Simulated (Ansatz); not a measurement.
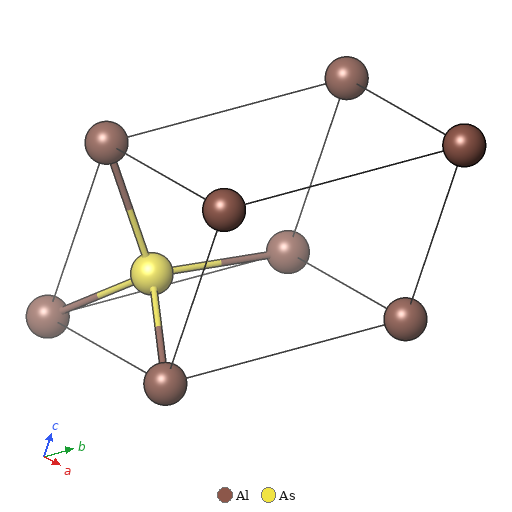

System: AlAs, space group F-43m (No. 216) (cell built by us, not taken from a database). The picture shows the cell.

Starting cell:
```yaml
crystal:
  lattice:
    - [0.00000, 2.84240, 2.84240]
    - [2.84240, 0.00000, 2.84240]
    - [2.84240, 2.84240, 0.00000]
  atoms:
    - { symbol: Al, position: [0.00000, 0.00000, 0.00000] }
    - { symbol: As, position: [0.25000, 0.25000, 0.25000] }
```

How it was computed, with Ansatz 0.2.0: proper piezoelectric stress tensor of an insulator from Berry phases at small strains, Voigt columns xx yy zz yz xz xy, Cartesian axes of the cell vectors; plane waves with PAW datasets, Γ-centred k mesh. Level: HSE06, no spin polarisation.

```
         setting     value
     wave cutoff    420 eV
          k mesh     6×6×6
     occupations     fixed
        pressure  -0.1 GPa
            ions   relaxed
strain amplitude     0.002
```

Describe the result: the piezoelectric tensor e in Voigt notation.

The largest components, equal in size at 0.061 C/m², are e14, e25 and e36. Three components exceed 1 % of the largest: e14 = −0.061, e25 = −0.061, e36 = −0.061 C/m².

|  | xx | yy | zz | yz | xz | xy |
| --- | --- | --- | --- | --- | --- | --- |
| x | 0.000 | 0.000 | 0.000 | −0.061 | 0.000 | 0.000 |
| y | 0.000 | 0.000 | 0.000 | 0.000 | −0.061 | 0.000 |
| z | 0.000 | 0.000 | 0.000 | 0.000 | 0.000 | −0.061 |

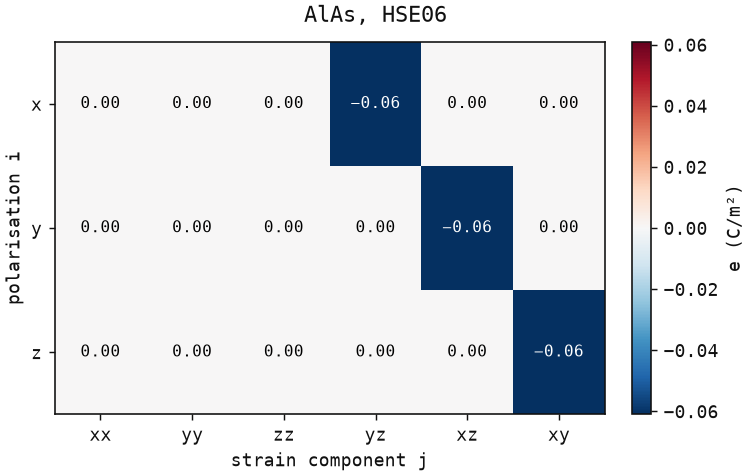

Caveats: coarse k mesh.
